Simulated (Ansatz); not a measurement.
Run report: GaP, single-point calculation

- system: GaP (2 atoms in the cell)
- method: DFT, LDA, plane waves, PAW, no spin polarisation (Ansatz 0.2.0)

The structure derives from an entry of the Crystallography Open Database.

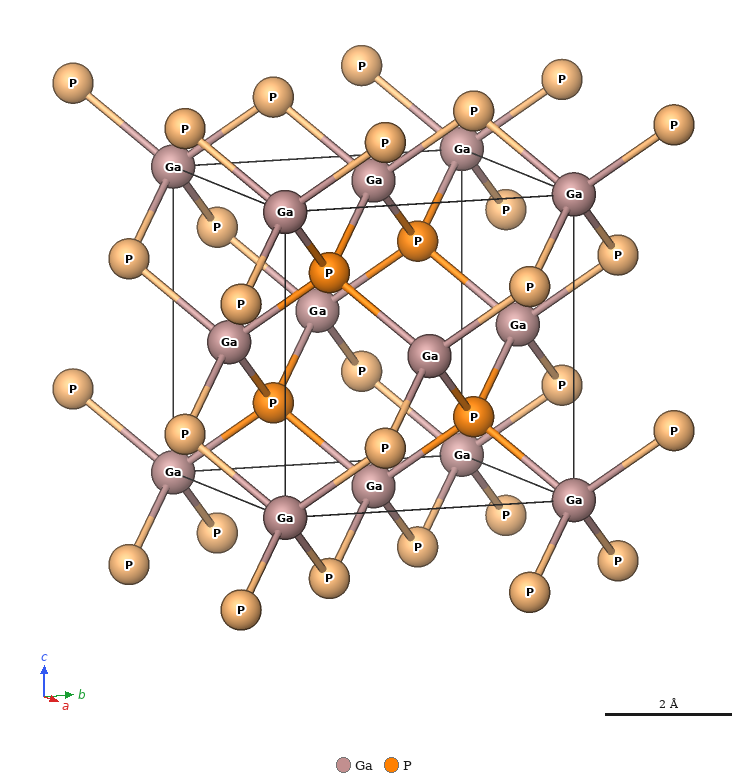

**Figure 1.** The structure (ball-and-stick view of the cell 4 times as large as that of the calculation, set on its symmetry axes, seen slightly off an axis; neighbours outside the cell are drawn fainter). Near neighbours in the crystal (not all of them lie inside the picture): Ga has 4 P at 2.14 Å; P has 4 Ga at 2.14 Å.

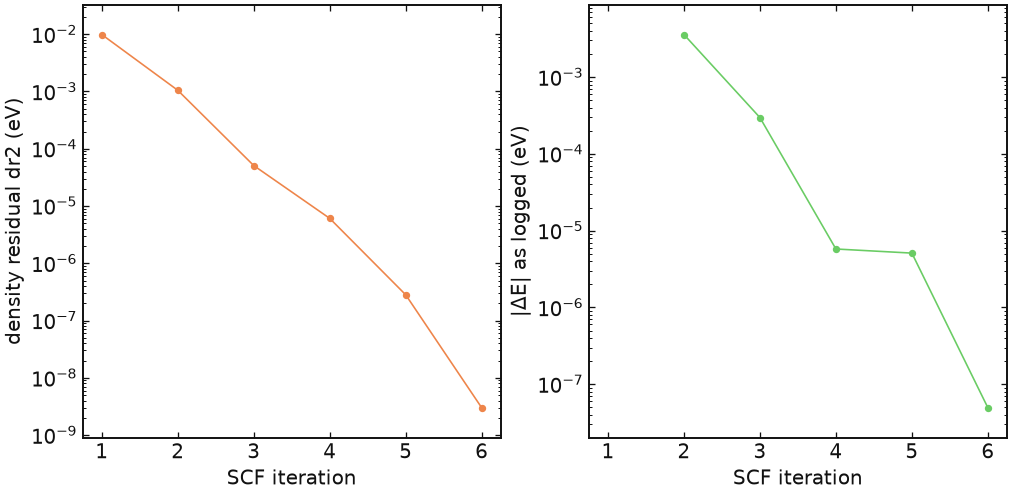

**Figure 2.** Convergence of the self-consistent field: density residual dr2 and size of the energy change against the SCF iteration. The residual falls at every step.

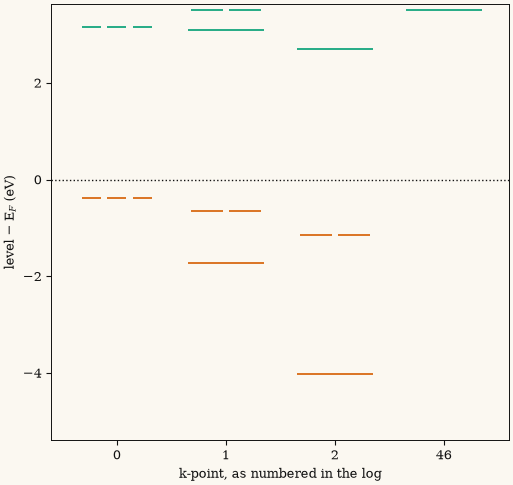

**Figure 3.** Kohn–Sham levels near the Fermi level (dotted) at the few k-points that the log prints; levels within 0.02 eV of each other stand side by side. Among these points the highest filled and lowest empty levels are 3.08 eV apart; the gap on the full mesh, 0.78 eV, has an edge at a point that isn't printed.

These pictures come from the run below.

### Input
```yaml
crystal:
  lattice:
    - [0.0, 2.4757240818, 2.4757240818]
    - [2.4757240818, 0.0, 2.4757240818]
    - [2.4757240818, 2.4757240818, 0.0]
  atoms:
    - { symbol: Ga, position: [0.0, 0.0, 0.0] }
    - { symbol: P, position: [0.75, 0.75, 0.75] }
basis:
  ecutwfc: 420
kpoints:
  mp_grid: { grid: [10, 10, 10] }
hamiltonian:
  xc: lda
scf:
  occupations: { method: gaussian, width: 0.001 }
output:
  forces: true
  eigenvalues: true
  stress: true
```

Launched with:
```bash
ansatz run input.yaml --threads 1 --pin off --max-ram 3072MiB --backend cpu --events-out ev --progress --plain --runs-dir out
```

### Log
```
Engine: ansatz 0.2.0, x86_64-unknown-linux-gnu
Pseudopotentials: kind: paw
Pseudopotential: Ga, paw, valence charge 13, recommended cutoff 420 eV (normal), Ga.paw.azcp
Pseudopotential: P, paw, valence charge 5, recommended cutoff 420 eV (normal), P.paw.azcp
Functional definition: SPW92
  exchange = slater_x
  correlation = pw_c
Crystal: 2 atoms, lattice volume = 30.348 Å³
Basis set: ecut = 420 eV, 609 PW (Γ)
Bands: 13, of which v1, the nominal top of the filled ones, is band 9 counted from 1 (8 counted from 0)
Symmetry: 24 space group operations
Space group: F-43m (ITA 216), of the structure as read, at distance tolerance 3.1e-5 Å
k-points: 47 of 1000 (time reversal used)
Non-local potential: Ga, projectors of the file, l = 0: 2, l = 1: 2, l = 2: 3, l = 3: 1
Non-local potential: P, projectors of the file, l = 0: 2, l = 1: 2, l = 2: 2
PAW form: soft (Blöchl's): semilocal exchange-correlation on the pseudo side does not see the compensation charge
PAW frozen core: Ga, regenerated for the run's functional, and the local potential with it (the file was generated under x = pbe(κ = 0.804, μ = 0.2195149727645171), c = pbe(β = 0.06672455060314922))
PAW frozen core: P, regenerated for the run's functional, and the local potential with it (the file was generated under x = pbe(κ = 0.804, μ = 0.2195149727645171), c = pbe(β = 0.06672455060314922))
PAW one-centre angular grid: Ga, 590 points (default); XC on 64 Gauss nodes
PAW one-centre angular grid: P, 110 points (default); XC on 64 Gauss nodes
Initial density: superposition of atomic densities (neutral atoms: chi_scale 0, normalization atom), corrected by the library's trained network
Initial wavefunctions: pseudopotential atomic-orbital guess
Functional: x = slater, c = lda
SCF iter   1: F=—  HF=-4432.892080 eV  |F-HF|=—  |Δ(HF+E_count)|=         —  Δρ=7.48e-3  dr2=9.87e-3  ethr=1.77e-3  ⟨swp⟩=6.8  Hψ=4224  notcnv=0
preconditioner: auto → none  [insulator: Δε(μ)=0.742 eV  Ē_g=16.936 eV  σ=0.001 eV  W_gap=1.00  n_scr=8 (ndim 8)  ℏωp=28.6 eV  f_vac=0.000  D(μ)=0.00/eV (n_scr^D=0)  ε∞_Penn≈3.9]
SCF iter   2: F=—  HF=-4432.888495 eV  |F-HF|=—  |Δ(HF+E_count)|=   3.58e-3  Δρ=2.81e-3  dr2=1.05e-3  ethr=5.48e-5  ⟨swp⟩=3.1  Hψ=1563  notcnv=0
SCF iter   3: F=—  HF=-4432.888198 eV  |F-HF|=—  |Δ(HF+E_count)|=   2.97e-4  Δρ=6.83e-4  dr2=5.09e-5  ethr=5.83e-6  ⟨swp⟩=3.0  Hψ=957  notcnv=0
SCF iter   4: F=—  HF=-4432.888193 eV  |F-HF|=—  |Δ(HF+E_count)|=   5.77e-6  Δρ=1.64e-4  dr2=6.09e-6  ethr=2.83e-7  ⟨swp⟩=2.7  Hψ=1277  notcnv=0
SCF iter   5: F=—  HF=-4432.888187 eV  |F-HF|=—  |Δ(HF+E_count)|=   5.10e-6  Δρ=3.71e-5  dr2=2.82e-7  ethr=3.38e-8  ⟨swp⟩=2.2  Hψ=1235  notcnv=0
SCF iter   6: F=-4432.888187 eV  HF=-4432.888187 eV  |F-HF|=5.72e-10  |Δ(HF+E_count)|=   4.95e-8  Δρ=5.26e-6  dr2=3.01e-9  ethr=5.56e-10  ⟨swp⟩=6.0  Hψ=2884  notcnv=0
SCF 1 converged in 6 iterations: F = -4432.888187 eV  dr2 = 3.01e-9
  greatest PAW one-centre occupation: 0.994 electrons in one spin orbital (limit 2), on the Ga atom at site 0 (counted from 0), in its partial waves of l = 2
SCF converged after 6 iterations
Free energy (F): -4432.888187 eV
Harris-Foulkes:  -4432.888187 eV  (|F-HF|=5.72e-10)
Internal energy: -4432.888187 eV  (E = F + TS)
E sigma→0 (E₀):  -4432.888187 eV
Fermi energy:    11.490754 eV
--- Per-component energies (eV) ---
  E_band       = -5.748294
  E_kinetic    = 197.667174
  E_local      = -2005.370594  (includes V_loc(G=0)·N_el)
  E_nonlocal   = 462.363331
  E_hartree    = 941.631887
  E_xc         = -135.839419
  E_vxc        = -126.859473  (∫ρ·V_xc dr)
  E_paw        = -2450.241080  (= ΣΔE_a)
  E_vpaw       = -416.813197  (= ΣTr[D̂ρ^β])
  E_aug_tail   = -0.000115  (compensation charges beyond the density's cutoff)
  E_ewald      = -1444.945202
  E_core_change = 1.845831  (= ΣΔE_core)
  E_smearing   = -0.000000  (= −TS)
  E_closure    = -0.000000  (closes the sum)
  Σ components = -4432.888187   (vs F -4432.888187, Δ=0.00e0)
--- Forces (eV/Å), atoms counted from 1 ---
  atom   1  Ga    -0.00000000    -0.00000000     0.00000000
  atom   2  P      0.00000000    -0.00000000     0.00000000
  max |Σ_I F_I| component: 1.48e-16 eV/Å
--- Stress (GPa, compression-positive) ---
       40.001616       0.000000      -0.000000
        0.000000      40.001616       0.000000
       -0.000000       0.000000      40.001616
  P = ⅓ Tr σ = 40.0016 GPa (400.016 kbar)
--- Band table (eV; the first three rows and the last of 47) ---
  k-point 0: bands = ["-4.4702", "-4.4702", "-4.4702", "-4.2487", "-4.2487", "-3.9932", "11.1027", "11.1027", "11.1027", "14.6509", "14.6509", "14.6509", "15.1778"]
  k-point 1: bands = ["-4.5203", "-4.4628", "-4.4628", "-4.2491", "-4.2491", "-3.7823", "9.7579", "10.8470", "10.8470", "14.5900", "15.0053", "15.0053", "16.1963"]
  k-point 2: bands = ["-4.5917", "-4.4451", "-4.4451", "-4.2484", "-4.2484", "-3.2322", "7.4621", "10.3383", "10.3383", "14.1798", "15.6109", "15.6109", "18.0261"]
  k-point 46: bands = ["-4.6987", "-4.3725", "-4.3431", "-4.2921", "-4.2250", "0.7740", "2.9415", "5.9898", "6.0466", "15.0015", "15.5818", "18.4417", "18.5764"]
```

### Key numbers

| quantity | value |
| --- | --- |
| outcome | converged |
| space group (tolerance 0.01 Å) | F-43m (216) |
| electrons treated | 18 |
| free energy | −4432.8882 eV |
| Fermi energy | 11.491 eV |
| gap on the k-point mesh | 0.78 eV |
| pressure | 40.00 GPa |
| largest force (length of the vector) | under 0.001 eV/Å |
| hardware | 1 thread of Intel Xeon @ 2.50GHz (Skylake/Cascade Lake), 32 GiB of memory available, shared host |
| wall time | 2.1 s |
| peak memory | 0.36 GiB |

### Notes

Settings chosen away from the usual ones: scf.occupations.method set to gaussian (from fixed); scf.occupations.width set to 0.001. The cell is under a pressure of 40 GPa at this level, so it is not at its equilibrium volume.
